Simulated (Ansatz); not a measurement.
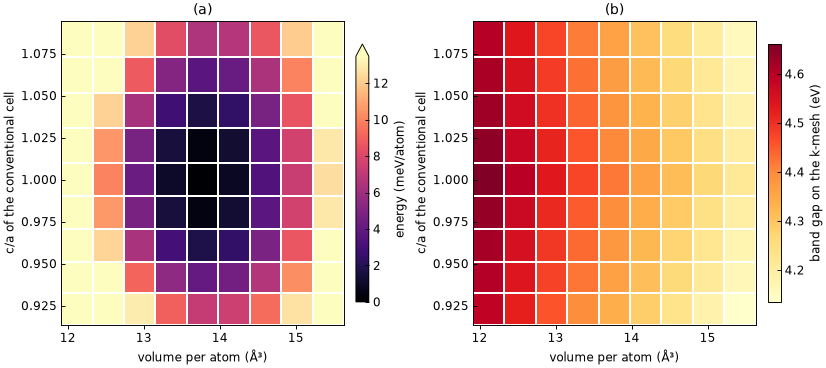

NaH (Fm-3m, No. 225; 2 atoms in the cell). 
- The energy is mapped over volume and the cell's shape.
- Coordinates scanned: (1) volume per atom; (2) c/a of the conventional cell.
- Nothing is relaxed (symmetry fixes all fractional coordinates).
- The scan uses a 9 × 9 grid.
- Points are written as (first, second).
- All energies are given in meV/atom relative to the lowest grid point.
- Computed with DFT r2SCAN, scalar-relativistic, plane waves, PAW in Ansatz 0.2.0. Settings: cutoff 520 eV, k-mesh 10×10×10, fermi-dirac smearing 0.2 eV, no spin polarisation.

Panel (a) is the energy and panel (b) the computed band gap on the k-mesh on the same grid.

In the figure: one coloured cell a grid point, one colour for all values above the top of the scale.

How does the band gap on the k-mesh vary over the map, and what is it at the lowest grid point?

Answer. It runs from 4.13 eV at (15.43 Å³, 0.923) to 4.66 eV at (12.12 Å³, 1.000). At the lowest grid point, (13.77 Å³, 1.000), it is 4.42 eV.
